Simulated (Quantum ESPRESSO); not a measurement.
Run report: Ge, single-point calculation

- system: Ge (I4/mmm, 1 atom in the cell)
- method: Kohn-Sham DFT of a periodic cell, PBE, SPMS 1.0 PBE, no spin polarisation (Quantum ESPRESSO 7.5)

The structure was built on a prototype by a generator; it need not be a known phase.

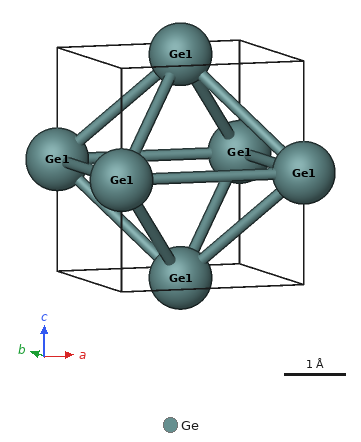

The structure (ball-and-stick view of the cell 2 times as large as that of the calculation, set on its symmetry axes, seen slightly off an axis; atoms are numbered from 1 in the order of the input). An atom can appear more than once, as a periodic image.

Summary

- outcome: converged
- space group (tolerance 0.01 Å): I4/mmm (139)
- electrons treated: 14
- free energy: −2170.1608 eV
- Fermi energy: 13.192 eV
- gap on the k-point mesh: none (metallic)
- pressure: −778.55 GPa
- largest force (length of the vector): under 0.001 eV/Å
- hardware: 1 thread of AMD EPYC (Zen 3), 32 GiB of memory available, shared host
- wall time: 9.6 s
- peak memory: 0.05 GiB

Remarks

The settings depart from the standard set-up of this series, which can bear on the numbers.

The input
```
&CONTROL
  calculation = 'scf'
  prefix = 'pwscf'
  outdir = './tmp'
  pseudo_dir = './pseudo'
  tprnfor = .true.
  tstress = .true.
  disk_io = 'nowf'
/
&SYSTEM
  ibrav = 0
  nat = 1
  ntyp = 1
  ecutwfc = 28
  nbnd = 13
  occupations = 'smearing'
  smearing = 'fd'
  degauss = 0.00367493
/
&ELECTRONS
  conv_thr = 2d-10
  electron_maxstep = 120
  mixing_beta = 0.5
/
ATOMIC_SPECIES
Ge    72.6300 32_Ge_14_2.2_2.3_pbe_n_v1.0.upf
CELL_PARAMETERS angstrom
  -1.6084200000    1.6084200000    1.8731800000
   1.6084200000   -1.6084200000    1.8731800000
   1.6084200000    1.6084200000   -1.8731800000
ATOMIC_POSITIONS crystal
Ge     0.5000000000    0.5000000000    0.0000000000
K_POINTS automatic
12 12 12 0 0 0
```

Launch command:
```bash
OMP_NUM_THREADS=1 pw.x -in pw.in > pw.out
```

The program's output
```
This program is part of the open-source Quantum ESPRESSO suite
     for quantum simulation of materials; please cite
         "P. Giannozzi et al., J. Phys.:Condens. Matter 21 395502 (2009);
         "P. Giannozzi et al., J. Phys.:Condens. Matter 29 465901 (2017);
         "P. Giannozzi et al., J. Chem. Phys. 152 154105 (2020);
          URL
     in publications or presentations arising from this work. More details at

     Message from routine setup:
     using ibrav=0 with symmetry is DISCOURAGED, use correct ibrav instead

     G-vector sticks info
     --------------------
     sticks:   dense  smooth     PW     G-vecs:    dense   smooth      PW
     Sum         273     273    119                 2635     2635     771

     Using Slab Decomposition

     bravais-lattice index     =            0
     lattice parameter (alat)  =       5.5684  a.u.
     unit-cell volume          =     130.8082 (a.u.)^3
     number of atoms/cell      =            1
     number of atomic types    =            1
     number of electrons       =        14.00
     number of Kohn-Sham states=           13
     kinetic-energy cutoff     =      28.0000  Ry
     charge density cutoff     =     112.0000  Ry
     scf convergence threshold =      2.0E-10
     mixing beta               =       0.5000
     number of iterations used =            8  plain     mixing
     Exchange-correlation= PBE
                           (   1   4   3   4   0   0   0)

     celldm(1)=   5.568389  celldm(2)=   0.000000  celldm(3)=   0.000000
     celldm(4)=   0.000000  celldm(5)=   0.000000  celldm(6)=   0.000000

     crystal axes: (cart. coord. in units of alat)
               a(1) = (  -0.545844   0.545844   0.635695 )
               a(2) = (   0.545844  -0.545844   0.635695 )
               a(3) = (   0.545844   0.545844  -0.635695 )

     reciprocal axes: (cart. coord. in units 2 pi/alat)
               b(1) = (  0.000000  0.916012  0.786541 )
               b(2) = (  0.916012  0.000000  0.786541 )
               b(3) = (  0.916012  0.916012  0.000000 )

     PseudoPot. # 1 for Ge read from file:
     32_Ge_14_2.2_2.3_pbe_n_v1.0.upf
     Pseudo is Norm-conserving + core correction, Zval = 14.0
     Generated using ONCVPSP code by D. R. Hamann
     Using radial grid of 1558 points,  6 beta functions with:
                l(1) =   0
                l(2) =   0
                l(3) =   1
                l(4) =   1
                l(5) =   2
                l(6) =   2

     atomic species   valence    mass     pseudopotential
     Ge               14.00    72.63000     Ge( 1.00)

     16 Sym. Ops., with inversion, found

   Cartesian axes

     site n.     atom                  positions (alat units)
         1        Ge     tau(   1) = (   0.0000000   0.0000000   0.6356950  )

     number of k points=   163  Fermi-Dirac smearing, width (Ry)=  0.0037

     Number of k-points >= 100: set verbosity='high' to print them.

     Dense  grid:     2635 G-vectors     FFT dimensions: (  20,  20,  20)

     Initial potential from superposition of free atoms

     starting charge      13.9992, renormalised to      14.0000
     Starting wfcs are    9 randomized atomic wfcs +    4 random wfcs

     Self-consistent Calculation

     iteration #  1     ecut=    28.00 Ry     beta= 0.50
     Davidson diagonalization with overlap
     ethr =  1.00E-02,  avg # of iterations =  5.8

     total energy              =    -159.49897714 Ry
     estimated scf accuracy    <       0.24620654 Ry

     iteration #  2     ecut=    28.00 Ry     beta= 0.50
     Davidson diagonalization with overlap
     ethr =  1.76E-03,  avg # of iterations =  1.0

     total energy              =    -159.50065597 Ry
     estimated scf accuracy    <       0.02929223 Ry

     iteration #  3     ecut=    28.00 Ry     beta= 0.50
     Davidson diagonalization with overlap
     ethr =  2.09E-04,  avg # of iterations =  2.1

     total energy              =    -159.50380211 Ry
     estimated scf accuracy    <       0.00104095 Ry

     iteration #  4     ecut=    28.00 Ry     beta= 0.50
     Davidson diagonalization with overlap
     ethr =  7.44E-06,  avg # of iterations =  3.2

     total energy              =    -159.50387169 Ry
     estimated scf accuracy    <       0.00000488 Ry

     iteration #  5     ecut=    28.00 Ry     beta= 0.50
     Davidson diagonalization with overlap
     ethr =  3.49E-08,  avg # of iterations =  2.6

     total energy              =    -159.50387735 Ry
     estimated scf accuracy    <       0.00000524 Ry

     iteration #  6     ecut=    28.00 Ry     beta= 0.50
     Davidson diagonalization with overlap
     ethr =  3.49E-08,  avg # of iterations =  2.0

     total energy              =    -159.50387629 Ry
     estimated scf accuracy    <       0.00000572 Ry

     iteration #  7     ecut=    28.00 Ry     beta= 0.50
     Davidson diagonalization with overlap
     ethr =  3.49E-08,  avg # of iterations =  1.0

     total energy              =    -159.50387565 Ry
     estimated scf accuracy    <       0.00000132 Ry

     iteration #  8     ecut=    28.00 Ry     beta= 0.50
     Davidson diagonalization with overlap
     ethr =  9.41E-09,  avg # of iterations =  1.0

     total energy              =    -159.50387560 Ry
     estimated scf accuracy    <       0.00000018 Ry

     iteration #  9     ecut=    28.00 Ry     beta= 0.50
     Davidson diagonalization with overlap
     ethr =  1.27E-09,  avg # of iterations =  1.2

     total energy              =    -159.50387560 Ry
     estimated scf accuracy    <       0.00000002 Ry

     iteration # 10     ecut=    28.00 Ry     beta= 0.50
     Davidson diagonalization with overlap
     ethr =  1.19E-10,  avg # of iterations =  1.9

     total energy              =    -159.50387560 Ry
     estimated scf accuracy    <          5.8E-10 Ry

     iteration # 11     ecut=    28.00 Ry     beta= 0.50
     Davidson diagonalization with overlap
     ethr =  4.11E-12,  avg # of iterations =  1.7

     End of self-consistent calculation

     Number of k-points >= 100: set verbosity='high' to print the bands.

     the Fermi energy is    13.1916 ev

!    total energy              =    -159.50387560 Ry
     estimated scf accuracy    <          1.2E-11 Ry
     smearing contrib. (-TS)   =      -0.00016322 Ry
     internal energy E=F+TS    =    -159.50371238 Ry

     The total energy is F=E-TS. E is the sum of the following terms:
     one-electron contribution =     -44.27652506 Ry
     hartree contribution      =      31.29749995 Ry
     xc contribution           =     -35.01493799 Ry
     ewald contribution        =    -111.50974928 Ry

     convergence has been achieved in  11 iterations

     Forces acting on atoms (cartesian axes, Ry/au):

     atom    1 type  1   force =     0.00000000    0.00000000    0.00000000

     Total force =     0.000000     Total SCF correction =     0.000000

     Computing stress (Cartesian axis) and pressure

          total   stress  (Ry/bohr**3)                   (kbar)     P=    -7785.49
  -0.05295338   0.00000000   0.00000000        -7789.71        0.00        0.00
  -0.00000000  -0.05295338   0.00000000           -0.00    -7789.71        0.00
   0.00000000   0.00000000  -0.05286733            0.00        0.00    -7777.05

=------------------------------------------------------------------------------=
   JOB DONE.
=------------------------------------------------------------------------------=
```

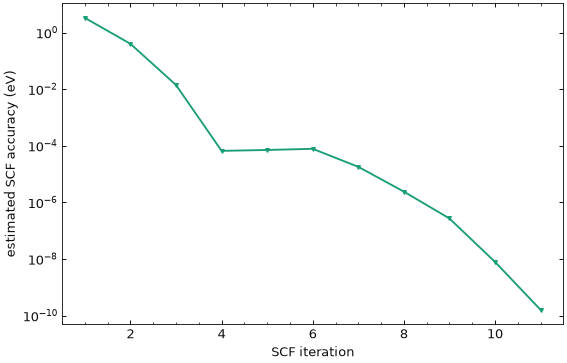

Convergence of the self-consistent field: estimated SCF accuracy against the iteration. The field takes 11 iterations in all.
